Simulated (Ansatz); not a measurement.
```
Mg O
1.0
     2.64941    0.00000    0.00000
     0.00000    2.64941    0.00000
     0.00000    0.00000    2.64941
Mg O
1 1
Direct
  0.00000 0.00000 0.00000
  0.50000 0.50000 0.50000
```

Space group Pm-3m; a generated structure, not necessarily the stable one; changed on purpose from its base cell (volume × 1.03); computed pressure about −4 GPa in this cell.

The calculation used DFT r2SCAN, scalar-relativistic, plane waves, PAW (Ansatz).

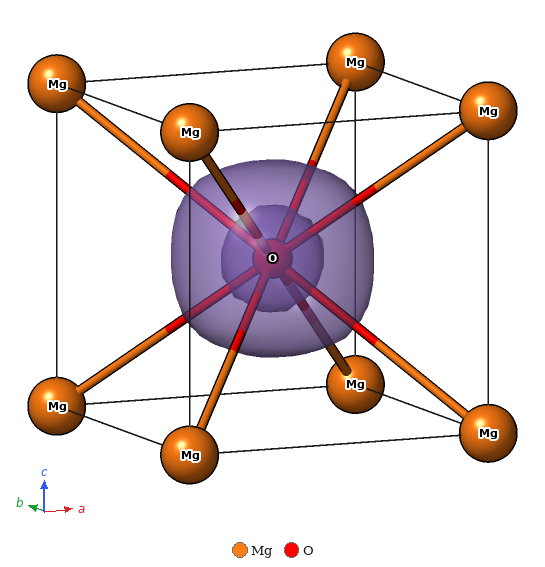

MgO. Isosurface of the ELF at 0.75 (purple), seen slightly off an axis. Core shells and regions of very low density are left out. Sticks mark near contacts.

In a PAW calculation such maps are meaningful between the atoms, not at the nuclei.

Question: Identify the bonds, lone pairs and shells in this picture.

Answer: At this value the surface marks out one region wrapped around O (its valence shell), counted in one cell of 2 atoms. Any copies at cell faces, edges or corners count once.

Values along the shortest contacts:
Mg–O (2.29 Å): the ELF peaks at about 0.85 in the valence shell of O, 0.6 Å from its nucleus, and is about 0.35 at the midpoint: a largely ionic contact.
